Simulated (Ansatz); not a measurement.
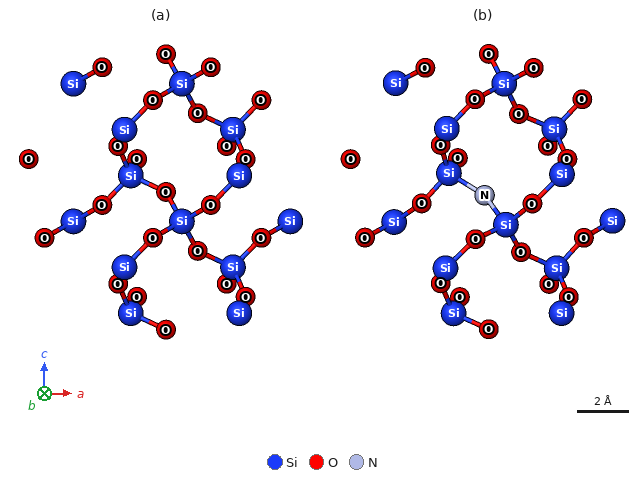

Left: perfect SiO2. Right: the same region with one point defect, after relaxing the atoms in a supercell of 72 sites. A ball-and-stick model of the atoms within 6.0 Å of one point, in a slice 4.2 Å thick across the line of sight, seen along the b axis.

Computed with DFT, PBEsol, PAW, plane waves (Ansatz 0.2.0). (plane-wave cutoff 420 eV; k-point mesh 1 × 1 × 1; mesh shifted by (0.25, 0.25, 0.25); collinear spin) Fermi-Dirac smearing of 0.01 eV. A uniform background neutralises the charged cell. The axes drawn are those of the host's conventional cell.

Question: Which defect is it?

Answer: An oxygen atom is replaced by nitrogen.

The charge state of the cell is +1.

Question: How does the lattice respond?

Answer: In the host the O atom has 2 Si at 1.62 Å; the N atom ends with 2 Si at 1.76 Å. Of the host's atoms, a silicon atom moves furthest from its site, by 0.19 Å. The N atom itself moves 0.20 Å from where it was put. The cell's net moment is 2.00 μB.

Limits of the set-up: the cell is charged, on a uniform background, and energies carry no finite-size correction.
